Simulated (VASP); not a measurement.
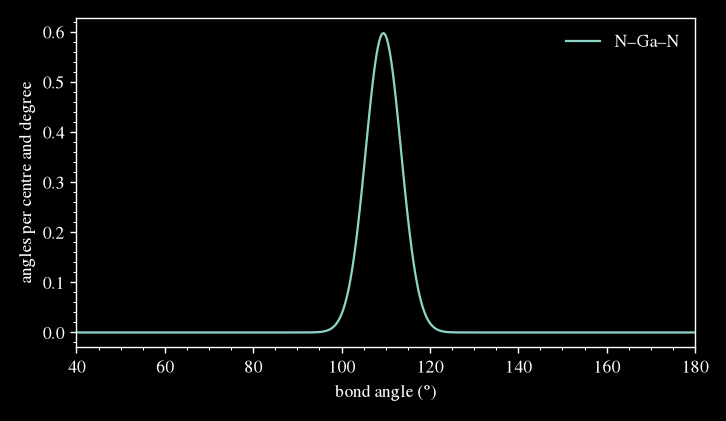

Bond-angle distributions computed from the structure of GaN; each angle is a Gaussian of σ = 4.0°. Bonds counted: Ga–N up to 2.35 Å. Structure used: the end point of a relaxation with VASP Kohn-Sham DFT of a periodic cell, PW91, VASP PAW PBE potentials, recommended in VASP 6.6.1.

### Where do the angles cluster?

N–Ga–N: 109–110° (6 per centre)

### What coordination geometry do the angles point to, counting the bonds named above alone?

Ga has 4 N neighbours in a tetrahedral arrangement.

The structure has space group P6_3mc (No. 186); other forms of this composition would give other results.
